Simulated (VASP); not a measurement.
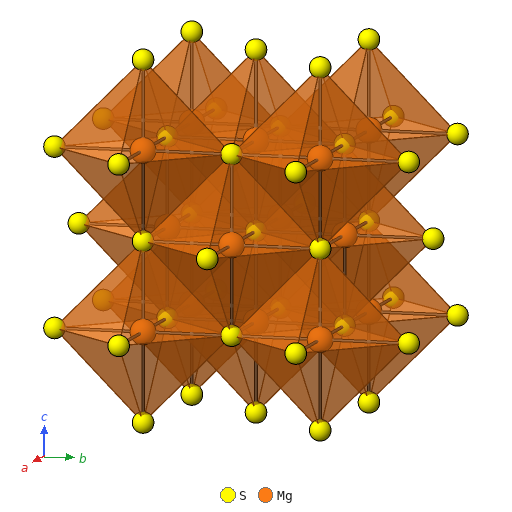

System: MgS, space group Fm-3m (No. 225). The picture shows the conventional cell.

Input file:
```
SYSTEM = MgS
PREC = Accurate ; ENCUT = 520
EDIFF = 1E-6 ; ISMEAR = 0
SIGMA = 0.02 ; LREAL = .False.
LASPH = .True. ; NELM = 80
ALGO = Normal ; ISIF = 2
LWAVE = .False. ; LCHARG = .False.
GGA = PE ; LHFCALC = .True.
HFSCREEN = 0.2 ; PRECFOCK = Fast
ISTART = 1 ; KPAR = 4
```

Launched with:
```bash
cat potpaw_PBE.64/S/POTCAR potpaw_PBE.64/Mg/POTCAR > POTCAR
cp INCAR.step1 INCAR
mpirun -np 4 vasp_std > vasp.out
cp INCAR.step2 INCAR
mpirun -np 4 vasp_std > vasp.out
```

How it was computed, with VASP 6.6.1: plane-wave DFT, no spin polarisation; energies at scaled volumes of the given cell, shape and fractions fixed, counted from the fit's minimum, third-order Birch-Murnaghan fit. Level: HSE06.

k mesh 6×6×6; occupations Gaussian; smearing width 0.02 eV; potentials VASP PAW PBE potentials, recommended; wave cutoff 520 eV.

What does the calculation give for the energy and pressure against volume? The volume takes the values 16.76, 17.10, 17.45, 17.80, 18.15 Å³/atom.

A third-order Birch–Murnaghan fit gives V0 = 17.45 Å³/atom, B0 = 80.9 GPa and B′ = 4.2. The energy is 7.60 meV/atom at volume 16.76 Å³/atom and 6.55 meV/atom at 18.15 Å³/atom; the lowest computed point is at volume 17.45 Å³/atom (0.00 meV/atom), and no other minimum shows among the points. The pressure falls from 3.56 GPa at volume 16.76 Å³/atom to −2.96 GPa at 18.15 Å³/atom, and changes sign near 17.45 Å³/atom.

| volume (Å³/atom) | energy (meV/atom) | pressure (GPa) |
| --- | --- | --- |
| 16.76 | 7.60 | 3.56 |
| 17.10 | 1.84 | 1.68 |
| 17.45 | 0.00 | −0.03 |
| 17.80 | 1.69 | −1.57 |
| 18.15 | 6.55 | −2.96 |

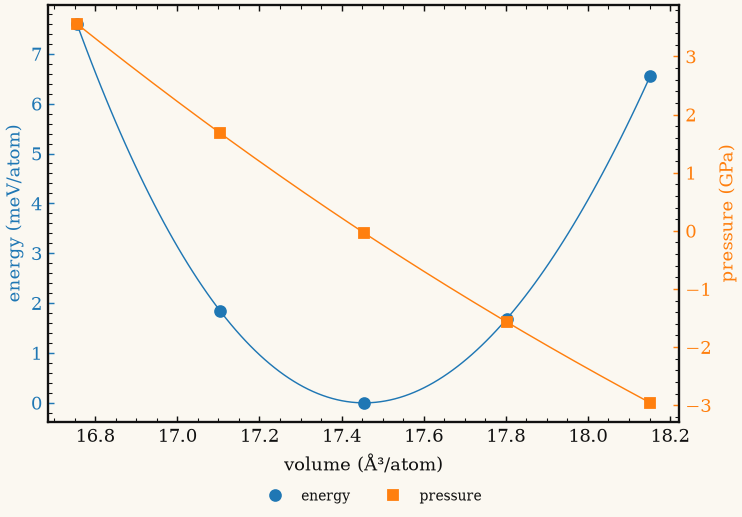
